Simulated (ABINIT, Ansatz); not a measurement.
# A GW chain in ABINIT: NaF (Villiaumite)

Wanted: ground state, empty states, screening and self-energy for NaF (Villiaumite).

Program: ABINIT 10.8.3. Level of theory: PBE and many-body steps on it, plane waves. Results are calculated unless marked as measured.

The database entry behind the starting cell differs from later determinations by our own check (0.1 to 0.3 % short, probably kX units), so it need not match the best structure at ambient conditions.

### 1. The starting structure

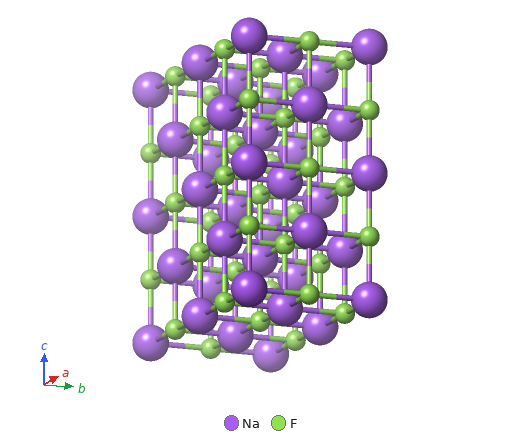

Start, viewed from a free direction; sodium purple, fluorine green. 2×1×2 cells are drawn. This picture shows the conventional cell, with its axes. Some periodic images of atoms are drawn too.

Coordinates:

```cif
data_structure
_symmetry_space_group_name_H-M 'P 1'
_symmetry_Int_Tables_number 1
_cell_length_a 3.2668
_cell_length_b 3.2668
_cell_length_c 3.2668
_cell_angle_alpha 60.000
_cell_angle_beta 60.000
_cell_angle_gamma 60.000
_cell_volume 24.65
loop_
_atom_site_label
_atom_site_type_symbol
_atom_site_fract_x
_atom_site_fract_y
_atom_site_fract_z
_atom_site_occupancy
Na1 Na 0.00000 0.00000 0.00000 1
F2 F 0.50000 0.50000 0.50000 1
```

The cell and positions come from the Crystallography Open Database and are kept as given unless a step says otherwise.

### 2. Ground state

This step: ABINIT 10.8.3; DFT, PBE, plane waves, norm-conserving pseudopotentials.

The ground-state density comes first.

Contents of run.abi:

```
acell 3*1.0 Angstrom
rprim 
  0.000000000000 2.310000000000 2.310000000000
  2.310000000000 0.000000000000 2.310000000000
  2.310000000000 2.310000000000 0.000000000000
ntypat 2
znucl 11 9
natom 2
typat 1 2
xred 
  0.000000000000 0.000000000000 0.000000000000
  0.500000000000 0.500000000000 0.500000000000
pp_dirpath "pseudos"
pseudos "Na.upf, F.upf"
ecut 38
ngkpt 8 8 8
nshiftk 1
shiftk 0 0 0
kptopt 1
chksymbreak 0
nband 13
occopt 1
tolvrs 1e-10
nstep 60
prtwf 0
optforces 0
optstress 0
indata_prefix "in"
outdata_prefix "out"
tmpdata_prefix "tmp"
```

On the command line:

```bash
$ OMP_NUM_THREADS=1 mpirun -n 8 abinit run.abi > log
```

Numbers of over 12 decimals in the logs are rounded to 6 here.

Log:

```text
.Version 10.8.3 of ABINIT. v10.8.2 released Aug 2026.

 Symmetries : space group Fm -3 m (#225); Bravais cF (face-center cubic)
================================================================================
 Values of the parameters that define the memory need of the present run
     intxc =       0    ionmov =       0      iscf =       7    lmnmax =       5
     lnmax =       5     mgfft =      36  mpssoang =       3    mqgrid =    3001
     natom =       2  nloc_mem =       1    nspden =       1   nspinor =       1
    nsppol =       1      nsym =      48    n1xccc =    2501    ntypat =       2
    occopt =       1   xclevel =       2
-    mband =          13        mffmem =           1         mkmem =           4
       mpw =        1880          nfft =       46656          nkpt =          29
================================================================================
  Rough estimation (10% accuracy) of disk space for files :
================================================================================

--------------------------------------------------------------------------------
------------- Echo of variables that govern the present computation ------------
--------------------------------------------------------------------------------
 -outvars: echo values of preprocessed input variables --------
            acell      1.8897261259E+00  1.8897261259E+00  1.8897261259E+00 Bohr

      chksymbreak           0
             ecut      3.80000000E+01 Hartree
-          fftalg         312

              ixc     -101130
              kpt      0.00000000E+00  0.00000000E+00  0.00000000E+00
                       1.25000000E-01  0.00000000E+00  0.00000000E+00
                       2.50000000E-01  0.00000000E+00  0.00000000E+00
                       3.75000000E-01  0.00000000E+00  0.00000000E+00
                       5.00000000E-01  0.00000000E+00  0.00000000E+00
                       1.25000000E-01  1.25000000E-01  0.00000000E+00
                       2.50000000E-01  1.25000000E-01  0.00000000E+00
                       3.75000000E-01  1.25000000E-01  0.00000000E+00
                       5.00000000E-01  1.25000000E-01  0.00000000E+00
   [... 18 further rows ...]
                      -3.75000000E-01  5.00000000E-01  1.25000000E-01
                      -2.50000000E-01  5.00000000E-01  2.50000000E-01
         kptrlatt        8    0    0      0    8    0      0    0    8
          kptrlen      4.93873623E+01
P           mkmem           4
            natom           2
            nband          13
            ngfft          36      36      36
             nkpt          29
            nstep          60
             nsym          48
           ntypat           2
              occ      2.000000  2.000000  2.000000  2.000000  2.000000  2.000000
                       2.000000  2.000000  0.000000  0.000000  0.000000  0.000000
                       0.000000
        optforces           0
        optstress           0
            prtwf           0
            rprim      0.0000000000E+00  2.3100000000E+00  2.3100000000E+00
[...]
spgroup         225

           tolvrs      1.00000000E-10

             xred      0.0000000000E+00  0.0000000000E+00  0.0000000000E+00
[...]
znucl       11.00000    9.00000

================================================================================

 chkinp: Checking input parameters for consistency.

================================================================================
== DATASET  1 ==================================================================
-   mpi_nproc: 8, omp_nthreads: 1 (-1 if OMP is not activated)

--- !DatasetInfo
iteration_state: {dtset: 1, }
dimensions: {natom: 2, nkpt: 29, mband: 13, nsppol: 1, nspinor: 1, nspden: 1, mpw: 1880, }
cutoff_energies: {ecut:  38.0, pawecutdg:  -1.0, }
electrons: {nelect:   1.60000000E+01, charge:   0.00000000E+00, occopt:   1.00000000E+00, tsmear:   1.00000000E-02, }

 Real(R)+Recip(G) space primitive vectors, cartesian coordinates (Bohr,Bohr^-1):
 R(1)=  0.0000000  4.3652674  4.3652674  G(1)= -0.1145405  0.1145405  0.1145405
 R(2)=  4.3652674  0.0000000  4.3652674  G(2)=  0.1145405 -0.1145405  0.1145405
 R(3)=  4.3652674  4.3652674  0.0000000  G(3)=  0.1145405  0.1145405 -0.1145405
 Unit cell volume ucvol=  1.6636522E+02 bohr^3
 Angles (23,13,12)=  6.00000000E+01  6.00000000E+01  6.00000000E+01 degrees

 getcut: wavevector=  0.0000  0.0000  0.0000  ngfft=  36  36  36
         ecut(hartree)=     38.000   => boxcut(ratio)=   2.10145

--- Pseudopotential description ------------------------------------------------
- Na Generated using ONCVPSP code by D. R. Hamann
- 11.00000   9.00000  171031                  znucl, zion, pspdat
12 -101130 1 -1 1992                          pspcod,pspxc,lmax,lloc,mmax
     nproj     2     2     0
  pspatm : epsatm=    9.36084378
         --- l  ekb(1:nproj) -->
[...]
pspatm: atomic psp has been read  and splines computed

- F Generated using ONCVPSP code by D. R. Hamann
-  9.00000   7.00000  171031                  znucl, zion, pspdat
12 -101130 2 -1 832                           pspcod,pspxc,lmax,lloc,mmax
     nproj     2     2     1
  pspatm : epsatm=    4.87625608
         --- l  ekb(1:nproj) -->
[...]
1   -3.955629   -1.291931
             2   -2.441503
 pspatm: atomic psp has been read  and splines computed

   2.27793598E+02                                ecore*ucvol(ha*bohr**3)
--------------------------------------------------------------------------------

_setup2: Arith. and geom. avg. npw (full set) are    1861.705    1861.686

================================================================================

--- !BeginCycle
iteration_state: {dtset: 1, }
solver: {iscf: 7, nstep: 60, nline: 4, wfoptalg: 0, }
tolerances: {tolvrs: 1.00E-10, }

     iter   Etot(hartree)      deltaE(h)  residm     vres2
 ETOT  1  -70.408066656601    -7.041E+01 6.300E-02 2.786E+02
 ETOT  2  -70.422707022849    -1.464E-02 1.575E-03 2.132E+02
 ETOT  3  -70.480757204434    -5.805E-02 2.641E-03 1.018E+01
 ETOT  4  -70.482977861201    -2.221E-03 2.252E-04 2.827E-02
 ETOT  5  -70.482978541303    -6.801E-07 2.558E-05 4.400E-03
 ETOT  6  -70.482979443633    -9.023E-07 2.926E-05 3.641E-04
 ETOT  7  -70.482979498542    -5.491E-08 2.428E-06 2.384E-05
 ETOT  8  -70.482979502242    -3.700E-09 3.552E-06 1.244E-07
 ETOT  9  -70.482979502256    -1.455E-11 2.568E-07 9.006E-10
 ETOT 10  -70.482979502257    -1.194E-12 4.594E-07 2.958E-11

 At SCF step   10       vres2   =  2.96E-11 < tolvrs=  1.00E-10 =>converged.

--- !ResultsGS
iteration_state: {dtset: 1, }
comment   : Summary of ground state results
lattice_vectors:
- [  0.0000000,   4.3652674,   4.3652674, ]
- [  4.3652674,   0.0000000,   4.3652674, ]
- [  4.3652674,   4.3652674,   0.0000000, ]
lattice_lengths: [   6.17342,    6.17342,    6.17342, ]
lattice_angles: [ 60.000,  60.000,  60.000, ] # degrees, (23, 13, 12)
lattice_volume:   1.6636522E+02
convergence: {deltae: -1.194E-12, res2:  2.958E-11, residm:  4.594E-07, diffor:  0.000E+00, }
etotal    :  -7.04829795E+01
entropy   :   0.00000000E+00
fermie    :  -4.88605676E-02
cartesian_stress_tensor: null
pressure_GPa: null
xred      :
- [  0.0000E+00,   0.0000E+00,   0.0000E+00, Na]
- [  5.0000E-01,   5.0000E-01,   5.0000E-01,  F]
cartesian_forces: null
force_length_stats: {min: null, max: null, mean: null, }

 Integrated electronic density in atomic spheres:
 ------------------------------------------------
 Atom  Sphere_radius  Integrated_density
    1        2.00000          7.97084872
    2        2.00000          7.05564392
================================================================================

 ----iterations are completed or convergence reached----

 Mean square residual over all n,k,spin=   15.498E-10; max=  45.940E-08
 reduced coordinates (array xred) for    2 atoms
       0.000000000000      0.000000000000      0.000000000000
       0.500000000000      0.500000000000      0.500000000000
 rms dE/dt=  0.0000E+00; max dE/dt=  0.0000E+00; dE/dt below (all hartree)
    1       0.000000000000      0.000000000000      0.000000000000
    2       0.000000000000      0.000000000000      0.000000000000

 cartesian coordinates (angstrom) at end:
    1      0.000000     0.000000     0.000000
    2      2.310000     2.310000     2.310000
 length scales=  1.889726125908  1.889726125908  1.889726125908 bohr
              =  1.000000000000  1.000000000000  1.000000000000 angstroms
 prteigrs : about to open file out_EIG
 Fermi (or HOMO) energy (hartree) =  -0.04886   Average Vxc (hartree)=  -0.33630
 Eigenvalues (hartree) for nkpt=  29  k points:
 kpt#   1, nband= 13, wtk=  0.00195, kpt=  0.0000  0.0000  0.0000 (reduced coord)
  -1.77830   -0.75120   -0.74502   -0.74502   -0.74502   -0.04886   -0.04886   -0.04886
   0.18595    0.65511    0.65511    0.65511    0.75878
 prteigrs : prtvol=0 or 1, do not print more k-points.

--- !EnergyTerms
iteration_state     : {dtset: 1, }
comment             : Components of total free energy in Hartree
kinetic             :  4.41522876582249E+01
hartree             :  2.26330635976220E+01
xc                  : -1.24994461213702E+01
Ewald energy        : -4.19984822340426E+01
psp_core            :  1.36923810434905E+00
local_psp           : -6.66884159253213E+01
non_local_psp       : -1.74512245817192E+01
total_energy        : -7.04829795022573E+01
total_energy_eV     : -1.91793957900349E+03
band_energy         : -9.95671373633647E+00

== END DATASET(S) ==============================================================
================================================================================

 -outvars: echo values of variables after computation  --------
           etotal     -7.0482979502E+01
            nband          13
             nkpt          29
          spgroup         225
 [... the other variables as echoed above ...]

 Calculation completed.
```

Elapsed: 3.1 s, on 8 MPI ranks of AMD EPYC 9R45, shared host; peak memory 0.59 GiB; 23 s of CPU time.

Numbers from this step:

```yaml
total_energy: -1917.9396 eV
gap: 6.390 eV
k_of_the_valence_top: 0, 0, 0
k_of_the_conduction_bottom: 0, 0, 0
least_direct_gap: 6.390 eV
```

The gap is direct, at Γ.

[end of part 1 of 3]

[Paths, hosts, dates, memory and timing lines, banners, echoed tables and standing remarks are left out of the program output.]

[Logs are printed without paths, hosts, clocks, repeated set-up lines and the standing remarks that a program may print on its own settings, such as how far it seeks lower states.]

[Runs of the session that timed out or met a known fault of the program may be left out.]

[Hosts, paths, dates, database ids (printed as entryN), source tags and the programs' standing remarks are cut or masked in the printed files.]

[G0W0 gaps are taken among the corrected bands and points alone; a level outside them can change the order at an edge.]

[Where Ansatz stands beside ABINIT at settings called matched, ABINIT's density can come from a denser mesh and the files from another edition; pairs whose starting gaps differed by over 0.03 eV were left out, so agreement reads better than it is.]
